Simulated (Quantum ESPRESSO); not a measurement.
## Cs: 7 runs along one coordinate

System: Cs (I4/mmm, 1 atom in the cell).
Method: Kohn-Sham DFT of a periodic cell, PBE, SSSP 1.3 efficiency PBE, no spin polarisation (Quantum ESPRESSO 7.5).

The 7 runs differ only in the geometry, by an even scaling of the cell at fixed fractional positions. The structure derives from a Materials Project entry.

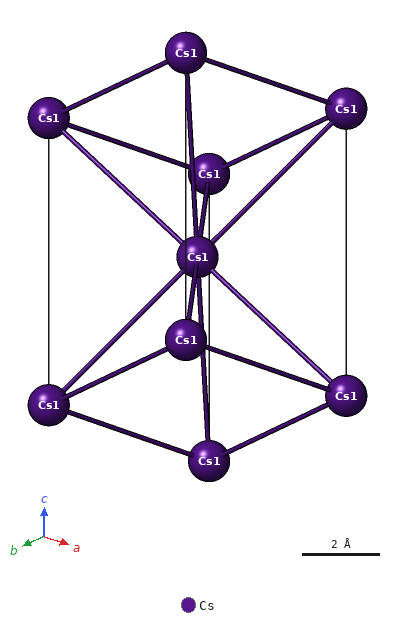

Figure 1. The structure of run 4 (ball-and-stick view of the cell 2 times as large as that of the calculation, set on its symmetry axes, seen at an oblique angle; atoms are numbered from 1 in the order of the input).

## The input of run 4
```
&CONTROL
  calculation = 'scf'
  prefix = 'pwscf'
  outdir = './tmp'
  pseudo_dir = './pseudo'
  tprnfor = .true.
  tstress = .true.
  disk_io = 'low'
/
&SYSTEM
  ibrav = 0
  nat = 1
  ntyp = 1
  ecutwfc = 55
  ecutrho = 440
  nbnd = 10
  occupations = 'smearing'
  smearing = 'fd'
  degauss = 0.00367493
/
&ELECTRONS
  conv_thr = 2d-10
  electron_maxstep = 120
  mixing_beta = 0.5
/
ATOMIC_SPECIES
Cs   132.9055 Cs_pbe_v1.uspp.F.UPF
CELL_PARAMETERS angstrom
  -2.7500754600    2.7500754600    4.0972389800
   2.7500754600   -2.7500754600    4.0972389800
   2.7500754600    2.7500754600   -4.0972389800
ATOMIC_POSITIONS crystal
Cs     0.0000000000    0.0000000000    0.0000000000
K_POINTS automatic
7 7 7 0 0 0
```

## File pp_density.in of run 4
```
&INPUTPP
  prefix = 'pwscf'
  outdir = './tmp'
  filplot = 'density.dat'
  plot_num = 0
/
&PLOT
  nfile = 1
  filepp(1) = 'density.dat'
  iflag = 3
  output_format = 6
  fileout = 'density.cube'
/
```

## File pp_potential.in of run 4
```
&INPUTPP
  prefix = 'pwscf'
  outdir = './tmp'
  filplot = 'potential.dat'
  plot_num = 11
/
&PLOT
  nfile = 1
  filepp(1) = 'potential.dat'
  iflag = 3
  output_format = 6
  fileout = 'potential.cube'
/
```

Command:
```bash
OMP_NUM_THREADS=1 pw.x -in pw.in > pw.out
OMP_NUM_THREADS=1 pp.x -in pp_density.in > pp_density.out
OMP_NUM_THREADS=1 pp.x -in pp_potential.in > pp_potential.out
```

Run 5 has the same physical settings and fractional positions; its lattice vectors (Å) are:
```
  -2.768288    2.768288    4.124374
   2.768288   -2.768288    4.124374
   2.768288    2.768288   -4.124374
```

## Results, with one run withheld

```csv
run,volume per atom (Å³),"free energy per atom, from the lowest run given (meV)",pressure (GPa)
1,116.511,0.00,0.00
2,118.990,0.29,−0.04
3,121.469,1.18,−0.08
4,123.948,2.59,−0.11
5,126.427,?,?
6,128.906,6.84,−0.17
7,131.385,9.59,−0.19
```

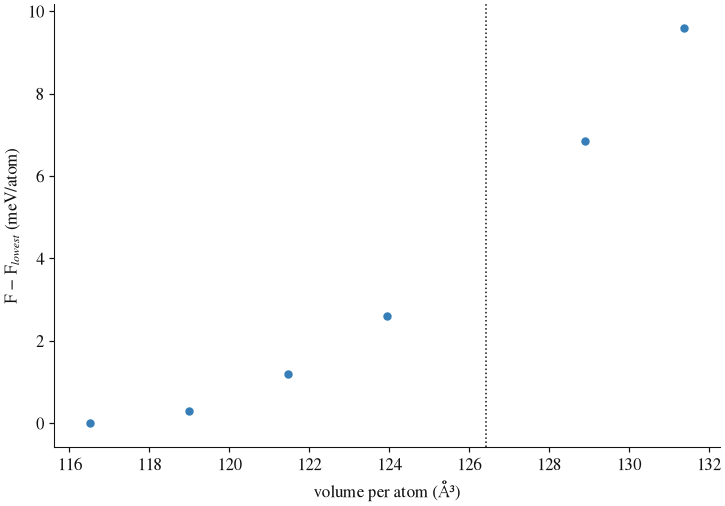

Figure 2. Free energy per atom of the runs given; the dotted line marks run 5.

Fit the runs given and predict run 5.

A cubic polynomial in V^(−2/3) (the Birch–Murnaghan form), fitted to the 6 runs given, misses them by under 0.01 meV per atom. With x = V^(−2/3) − 0.04036 Å⁻², it reads F = 2.1921 − 2856.2 x + 9.3922e+05 x² − 6.1192e+06 x³ (meV per atom). At run 5 it gives 4.49 meV per atom, and the run itself gives 4.50. The slope of the fit gives a pressure −dF/dV of −0.14 GPa there, and the run prints −0.14 GPa. The fit has its minimum at 116.579 Å³ per atom, where V d²F/dV² gives 1.95 GPa. Cell shape and fractional positions are held, so this is the stiffness under even scaling; the relaxed bulk modulus wasn't computed.

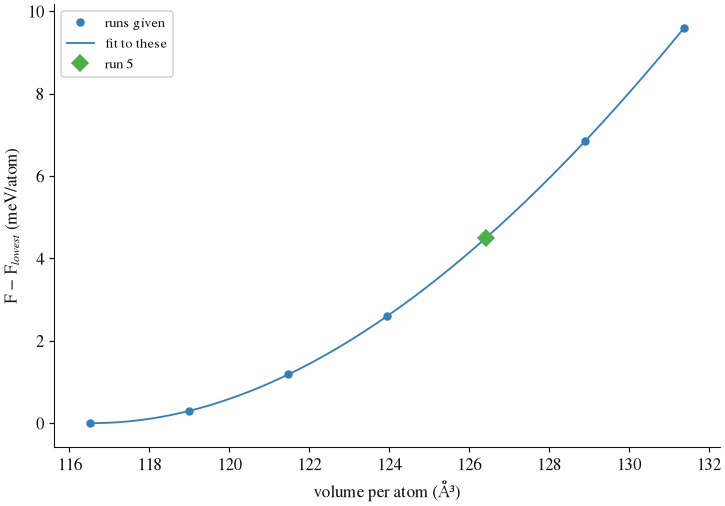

Figure 3. The fit and the withheld run.

## Some lines of the output (run 5)
```
[...]
     number of k points=    40  Fermi-Dirac smearing, width (Ry)=  0.0037
     total energy              =     -63.06562394 Ry
     total energy              =     -63.06584542 Ry
     total energy              =     -63.06588680 Ry
     total energy              =     -63.06589163 Ry
     total energy              =     -63.06589277 Ry
     total energy              =     -63.06589292 Ry
     total energy              =     -63.06589295 Ry
     total energy              =     -63.06589296 Ry
     the Fermi energy is     1.8892 ev
!    total energy              =     -63.06589296 Ry
     The total energy is F=E-TS. E is the sum of the following terms:
     Computing stress (Cartesian axis) and pressure
          total   stress  (Ry/bohr**3)                   (kbar)     P=       -1.38
```
